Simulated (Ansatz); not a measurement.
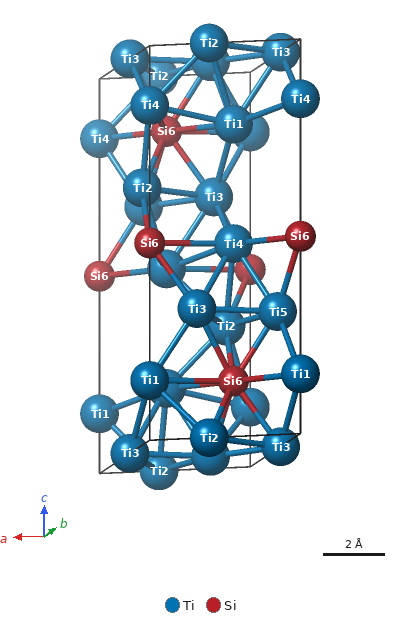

*The starting structure (ball-and-stick view of the cell 3 times as large as that of the calculation, set on its symmetry axes, seen at an oblique angle; atoms are numbered from 1 in the order of the input). An atom can appear more than once, as a periodic image.*

Near neighbours in the periodic cell (some may lie outside the picture): Ti has 3 Si at 2.92 Å and 9 Ti at 2.83 to 2.94 Å; Ti has 2 Si at 2.71 Å and 8 Ti at 2.69 to 2.88 Å; Si has 12 Ti at 2.71 to 2.92 Å.

Geometry relaxation of Ti5Si (part 1 of 2)

System: Ti5Si (R32, 6 atoms in the cell).
Method: DFT PBE, scalar-relativistic, plane waves, PAW, no spin polarisation (Ansatz 0.2.0).

The structure derives from a Materials Project entry. Figures and captions count atoms from 1; the log counts them from 0 in places.

**Input file**
```yaml
crystal:
  lattice:
    - [2.5228393509, 1.4565619783, 4.4409048145]
    - [-2.5228393509, 1.4565619783, 4.4409048145]
    - [0.0, -2.9131239567, 4.4409048145]
  atoms:
    - { symbol: Ti, position: [0.15143967, 0.15143967, 0.15143967] }
    - { symbol: Ti, position: [0.60535, 0.39465, 0.0] }
    - { symbol: Ti, position: [0.0, 0.60535, 0.39465] }
    - { symbol: Ti, position: [0.84856033, 0.84856033, 0.84856033] }
    - { symbol: Ti, position: [0.39465, 0.0, 0.60535] }
    - { symbol: Si, position: [0.5, 0.5, 0.5] }
basis:
  ecutwfc: 420
kpoints:
  mp_grid: { grid: [12, 12, 12] }
hamiltonian:
  xc: pbe
scf:
  occupations: { method: gaussian, width: 0.1 }
output:
  forces: true
  stress: true
  eigenvalues: true
  write_density: true
  write_potential: true
  elf: true
  volumetric_format: npy
relax:
  adjacent_minimum: "off"
  f_tol: 0.005
  max_steps: 80
  cell: { stress_tol: 0.05 }
```

Launch command:
```bash
ansatz run input.yaml --threads 2 --pin off --max-ram 7168MiB --backend cpu --events-out ev --progress --plain --runs-dir out
```

**The program's output**
```
Engine: ansatz 0.2.0, aarch64-unknown-linux-gnu
Pseudopotentials: kind: paw
Pseudopotential: Ti, paw, valence charge 12, recommended cutoff 420 eV (normal), Ti.paw.azcp
Pseudopotential: Si, paw, valence charge 4, recommended cutoff 420 eV (normal), Si.paw.azcp
Functional definition: PBE
  parameter kappa = 0.804
  parameter beta = 0.06672455060314922
  exchange = pbe_x(kappa = kappa, mu = beta*pi^2/3)
  correlation = pbe_c(beta = beta)
Crystal: 6 atoms, lattice volume = 97.913 Å³
Basis set: ecut = 420 eV, 1911 PW (Γ), exchange–correlation on 72×72×72 points (8 copies of the dense FFT grid, shifted against one another)
Bands: 39, of which v1, the nominal top of the filled ones, is band 32 counted from 1 (31 counted from 0)
Symmetry: 6 space group operations
Space group: R32 (ITA 155), of the structure as read, at distance tolerance 4.6e-5 Å
k-points: 189 of 1728 (time reversal used)
Non-local potential: Ti, projectors of the file, l = 0: 3, l = 1: 2, l = 2: 3, l = 3: 1
Non-local potential: Si, projectors of the file, l = 0: 2, l = 1: 2, l = 2: 2
PAW form: soft (Blöchl's): semilocal exchange-correlation on the pseudo side does not see the compensation charge
PAW one-centre angular grid: Ti, 590 points (default); XC on 64 Gauss nodes
PAW one-centre angular grid: Si, 110 points (default); XC on 64 Gauss nodes
Initial density: superposition of atomic densities (neutral atoms: chi_scale 0, normalization atom), corrected by the library's trained network
Initial wavefunctions: pseudopotential atomic-orbital guess
Functional: x = pbe(κ = 0.804, μ = 0.2195149727645171), c = pbe(β = 0.06672455060314922)
SCF iter   1: F=—  HF=-13135.946357 eV  |F-HF|=—  |Δ(HF+E_count)|=         —  Δρ=7.59e-3  dr2=8.24e-2  ethr=1.77e-3  ⟨swp⟩=7.0  Hψ=31464  notcnv=0
preconditioner: auto → Kerker (q_TF=auto, 2.542 Å⁻¹)  [metal: Δε(μ)=0.008 eV  Ē_g=3.328 eV  σ=0.100 eV  W_gap=0.04  n_scr=26 (ndim 8)  ℏωp=18.4 eV  f_vac=0.000  D(μ)=4.76/eV (n_scr^D=52)]
SCF iter   2: F=—  HF=-13135.932156 eV  |F-HF|=—  |Δ(HF+E_count)|=   1.42e-2  Δρ=4.15e-3  dr2=2.78e-2  ethr=1.29e-4  ⟨swp⟩=1.1  Hψ=8894  notcnv=0  defer=1
SCF iter   3: F=—  HF=-13135.925315 eV  |F-HF|=—  |Δ(HF+E_count)|=   6.84e-3  Δρ=6.47e-4  dr2=5.82e-4  ethr=4.35e-5  ⟨swp⟩=2.0  Hψ=9223  notcnv=0  defer=1
SCF iter   4: F=—  HF=-13135.925169 eV  |F-HF|=—  |Δ(HF+E_count)|=   1.46e-4  Δρ=1.31e-4  dr2=2.12e-5  ethr=9.09e-7  ⟨swp⟩=2.0  Hψ=9227  notcnv=0  defer=1
SCF iter   5: F=—  HF=-13135.925162 eV  |F-HF|=—  |Δ(HF+E_count)|=   6.42e-6  Δρ=3.61e-5  dr2=1.36e-6  ethr=3.31e-8  ⟨swp⟩=2.5  Hψ=12508  notcnv=0  defer=12
SCF iter   6: F=—  HF=-13135.925162 eV  |F-HF|=—  |Δ(HF+E_count)|=   7.17e-8  Δρ=1.02e-5  dr2=1.13e-7  ethr=1.56e-10  ⟨swp⟩=12.9  Hψ=47172  notcnv=0
SCF iter   7: F=-13135.925162 eV  HF=-13135.925162 eV  |F-HF|=3.28e-9  |Δ(HF+E_count)|=   1.68e-8  Δρ=2.65e-6  dr2=6.44e-9  ethr=1.56e-10  ⟨swp⟩=7.0  Hψ=37068  notcnv=0
SCF 1 converged in 7 iterations: F = -13135.925162 eV  dr2 = 6.44e-9
  greatest PAW one-centre occupation: 0.999 electrons in one spin orbital (limit 2), on the Ti atom at site 0 (counted from 0), in its partial waves of l = 0
relax step   1: F+E_penalty+E_count = -13135.92516212 eV  Δ(F+E_penalty+E_count) = +0.000e0 eV  max|allowed force component| = 2.729e-2 eV/Å  Δτ_max = 0.0000 Å  P = +0.017 GPa  Ω = 97.913 Å³  (7 SCF iters, dr2 threshold 1.00e-7 eV, accepted)
Crystal: 6 atoms, lattice volume = 98.045 Å³
Initial density: handed on by an earlier stage of this run
Initial wavefunctions: those handed on with the density
iter 1 solved again at ethr=2.24e-6 eV; its pass at ethr=3.10e-3 eV (dr2=1.43e-3 eV) is discarded
SCF iter   1: F=—  HF=-13135.925319 eV  |F-HF|=—  |Δ(HF+E_count)|=         —  Δρ=8.17e-4  dr2=1.46e-3  ethr=2.24e-6  ⟨swp⟩=2.1  Hψ=30953  notcnv=0
preconditioner: auto → Kerker (q_TF=auto, 2.541 Å⁻¹)  [metal: Δε(μ)=0.008 eV  Ē_g=3.304 eV  σ=0.100 eV  W_gap=0.04  n_scr=26 (ndim 8)  ℏωp=18.4 eV  f_vac=0.000  D(μ)=5.12/eV (n_scr^D=58)]
SCF iter   2: F=—  HF=-13135.925208 eV  |F-HF|=—  |Δ(HF+E_count)|=   1.11e-4  Δρ=3.44e-4  dr2=2.66e-4  ethr=2.24e-6  ⟨swp⟩=1.0  Hψ=7379  notcnv=0
SCF iter   3: F=—  HF=-13135.925171 eV  |F-HF|=—  |Δ(HF+E_count)|=   3.65e-5  Δρ=7.82e-5  dr2=1.17e-5  ethr=4.16e-7  ⟨swp⟩=2.0  Hψ=8687  notcnv=0
SCF iter   4: F=—  HF=-13135.925151 eV  |F-HF|=—  |Δ(HF+E_count)|=   1.97e-5  Δρ=1.25e-5  dr2=2.18e-7  ethr=1.82e-8  ⟨swp⟩=2.0  Hψ=9620  notcnv=0
iter 5 did not close the SCF: its close was put off for the readings that it lacked (scf_convergence_deferred on its scf_iter line)
SCF iter   5: F=-13135.925151 eV  HF=-13135.925151 eV  |F-HF|=8.30e-9  |Δ(HF+E_count)|=   3.32e-8  Δρ=3.96e-6  dr2=1.44e-8  ethr=3.41e-10  ⟨swp⟩=2.0  Hψ=9573  notcnv=0
SCF iter   6: F=-13135.925151 eV  HF=-13135.925151 eV  |F-HF|=1.67e-9  |Δ(HF+E_count)|=   2.63e-9  Δρ=1.36e-6  dr2=2.05e-9  ethr=2.25e-11  ⟨swp⟩=5.3  Hψ=40534  notcnv=0
SCF 2 converged in 6 iterations: F = -13135.925151 eV  dr2 = 2.05e-9
relax step   2: F+E_penalty+E_count = -13135.92515134 eV  Δ(F+E_penalty+E_count) = +1.078e-5 eV  max|allowed force component| = 2.976e-2 eV/Å  Δτ_max = 0.0070 Å  P = -0.082 GPa  Ω = 98.045 Å³  energy of the carried Pulay correction = -1.606e-5 eV  (6 SCF iters, dr2 threshold 4.65e-8 eV, accepted)
Crystal: 6 atoms, lattice volume = 97.966 Å³
iter 1 solved again at ethr=3.79e-7 eV; its pass at ethr=3.10e-3 eV (dr2=2.43e-4 eV) is discarded
SCF iter   1: F=—  HF=-13135.925373 eV  |F-HF|=—  |Δ(HF+E_count)|=         —  Δρ=3.37e-4  dr2=2.42e-4  ethr=3.79e-7  ⟨swp⟩=2.2  Hψ=31252  notcnv=0
preconditioner: auto → Kerker (q_TF=auto, 2.541 Å⁻¹)  [metal: Δε(μ)=0.009 eV  Ē_g=3.303 eV  σ=0.100 eV  W_gap=0.05  n_scr=26 (ndim 8)  ℏωp=18.4 eV  f_vac=0.000  D(μ)=5.15/eV (n_scr^D=58)]
SCF iter   2: F=—  HF=-13135.925357 eV  |F-HF|=—  |Δ(HF+E_count)|=   1.59e-5  Δρ=1.50e-4  dr2=5.11e-5  ethr=3.78e-7  ⟨swp⟩=1.0  Hψ=7375  notcnv=0
SCF iter   3: F=—  HF=-13135.925339 eV  |F-HF|=—  |Δ(HF+E_count)|=   1.73e-5  Δρ=3.31e-5  dr2=2.52e-6  ethr=7.98e-8  ⟨swp⟩=2.0  Hψ=8913  notcnv=0
iter 4 did not close the SCF: its close was put off for the readings that it lacked (scf_convergence_deferred on its scf_iter line)
SCF iter   4: F=-13135.925339 eV  HF=-13135.925339 eV  |F-HF|=2.89e-8  |Δ(HF+E_count)|=   6.80e-7  Δρ=5.71e-6  dr2=5.04e-8  ethr=3.95e-9  ⟨swp⟩=2.0  Hψ=9531  notcnv=0
iter 5 did not close the SCF: its close was put off for the readings that it lacked (scf_convergence_deferred on its scf_iter line)
SCF iter   5: F=-13135.925339 eV  HF=-13135.925339 eV  |F-HF|=2.75e-9  |Δ(HF+E_count)|=   8.02e-9  Δρ=1.95e-6  dr2=4.09e-9  ethr=7.87e-11  ⟨swp⟩=2.0  Hψ=9406  notcnv=0
SCF iter   6: F=-13135.925339 eV  HF=-13135.925339 eV  |F-HF|=3.38e-10  |Δ(HF+E_count)|=  6.08e-10  Δρ=6.14e-7  dr2=4.09e-10  ethr=6.39e-12  ⟨swp⟩=3.9  Hψ=36606  notcnv=0
SCF 3 converged in 6 iterations: F = -13135.925339 eV  dr2 = 4.09e-10
  greatest PAW one-centre occupation: 0.999 electrons in one spin orbital (limit 2), on the Ti atom at site 3 (counted from 0), in its partial waves of l = 0
relax step   3: F+E_penalty+E_count = -13135.92533875 eV  Δ(F+E_penalty+E_count) = -1.874e-4 eV  max|allowed force component| = 2.945e-3 eV/Å  Δτ_max = 0.0029 Å  P = -0.015 GPa  Ω = 97.966 Å³  energy of the carried Pulay correction = -6.455e-6 eV  (6 SCF iters, dr2 threshold 5.54e-8 eV, accepted)
Initial wavefunctions: pseudopotential atomic-orbital guess (no wavefunctions were taken with the density)
iter 1 solved again at ethr=5.14e-7 eV; its pass at ethr=3.10e-3 eV (dr2=3.29e-4 eV) is discarded
SCF iter   1: F=—  HF=-13135.925349 eV  |F-HF|=—  |Δ(HF+E_count)|=         —  Δρ=3.41e-5  dr2=2.47e-8  ethr=5.14e-7  ⟨swp⟩=3.0  Hψ=45834  notcnv=0
eigensolver tolerance schedule: the retry pair's looser diagonalisation over-reported the residual by 13328.75 of it (diagonalisation noise at an unbounded share of the residual, at the tolerance the schedule requests for it); recorded, not acted on — ethr = c·dr2/N_el stays at c = 1.0e-1
preconditioner: auto → Kerker (q_TF=auto, 2.541 Å⁻¹)  [metal: Δε(μ)=0.008 eV  Ē_g=3.304 eV  σ=0.100 eV  W_gap=0.05  n_scr=26 (ndim 8)  ℏωp=18.4 eV  f_vac=0.000  D(μ)=5.14/eV (n_scr^D=58)]
SCF iter   2: F=—  HF=-13135.925347 eV  |F-HF|=—  |Δ(HF+E_count)|=   1.56e-6  Δρ=1.73e-5  dr2=6.18e-9  ethr=3.85e-11  ⟨swp⟩=3.0  Hψ=13891  notcnv=0
SCF iter   3: F=—  HF=-13135.925348 eV  |F-HF|=—  |Δ(HF+E_count)|=   7.23e-7  Δρ=7.59e-7  dr2=6.48e-11  ethr=9.65e-12  ⟨swp⟩=1.0  Hψ=7371  notcnv=0
iter 4 did not close the SCF: its close was put off for the readings that it lacked (scf_convergence_deferred on its scf_iter line)
SCF iter   4: F=-13135.925348 eV  HF=-13135.925348 eV  |F-HF|=3.64e-12  |Δ(HF+E_count)|=   1.20e-9  Δρ=1.17e-7  dr2=9.04e-12  ethr=1.00e-12  ⟨swp⟩=1.0  Hψ=7371  notcnv=0
iter 5 did not close the SCF: its close was put off for the readings that it lacked (scf_convergence_deferred on its scf_iter line)
SCF iter   5: F=-13135.925348 eV  HF=-13135.925348 eV  |F-HF|=3.64e-12  |Δ(HF+E_count)|=  1.82e-12  Δρ=5.00e-8  dr2=1.97e-12  ethr=1.00e-12  ⟨swp⟩=1.0  Hψ=7371  notcnv=0
iter 6 did not close the SCF: its close was put off for the readings that it lacked (scf_convergence_deferred on its scf_iter line)
SCF iter   6: F=-13135.925348 eV  HF=-13135.925348 eV  |F-HF|=1.82e-12  |Δ(HF+E_count)|=  5.46e-12  Δρ=8.43e-9  dr2=7.53e-14  ethr=1.00e-12  ⟨swp⟩=1.0  Hψ=7371  notcnv=0
iter 7 did not close the SCF: its close was put off for the readings that it lacked (scf_convergence_deferred on its scf_iter line)
SCF iter   7: F=-13135.925348 eV  HF=-13135.925348 eV  |F-HF|=1.82e-12  |Δ(HF+E_count)|=  1.82e-12  Δρ=1.72e-9  dr2=2.29e-15  ethr=1.00e-12  ⟨swp⟩=1.0  Hψ=7371  notcnv=0
SCF iter   8: F=-13135.925348 eV  HF=-13135.925348 eV  |F-HF|=1.82e-12  |Δ(HF+E_count)|=  1.82e-12  Δρ=4.67e-10  dr2=3.28e-16  ethr=1.00e-12  ⟨swp⟩=2.0  Hψ=17601  notcnv=0
SCF 4 converged in 8 iterations: F = -13135.925348 eV  dr2 = 3.28e-16
relax step   4: F+E_penalty+E_count = -13135.92534776 eV  Δ(F+E_penalty+E_count) = -9.008e-6 eV  max|allowed force component| = 2.943e-3 eV/Å  Δτ_max = 0.0000 Å  P = -0.016 GPa  Ω = 97.966 Å³  stress off target by 2.01e-2 GPa  SCF on the basis re-selected at this cell (its energy is not comparable with the rows above)  (8 SCF iters)
```

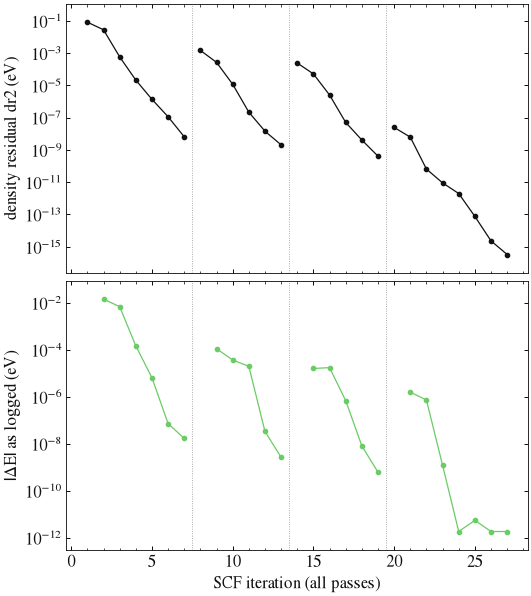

*Convergence of the self-consistent field: density residual dr2 and size of the energy change against the SCF iteration. The dotted lines part the SCF passes of the relaxation: geometry steps, rejected trials and re-solves on a re-selected basis.*

The passes take 7, 6, 6 and 8 iterations.

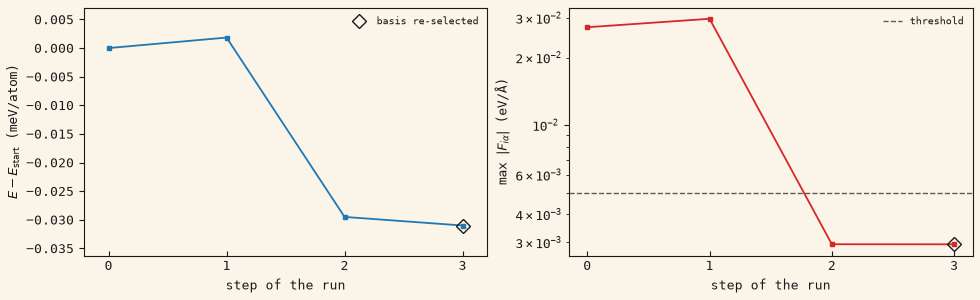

*Progress of the relaxation, step by step (the first geometry is step 0 here and step 1 in the log).*

The largest moves relative to the cell, 0.004 Å, are those of Ti2, Ti3 and Ti5. Si stays in place. The volume changes by +0.1 %, with a = b 5.046 → 5.048 Å (+0.1 %), c 13.323 → 13.315 Å (−0.1 %). The space group stays R32 (No. 155). Over 2 geometry steps the energy falls by next to nothing (0.0 meV per atom). The largest force component goes from 0.027 to 0.0029 eV/Å. Pressure: 0.02 GPa at the start and −0.02 GPa at the end. A last SCF at the same geometry on a re-selected plane-wave basis shifts the energy by next to nothing (0.0 meV per atom). (Atoms are counted from 1 in the order of the input.)
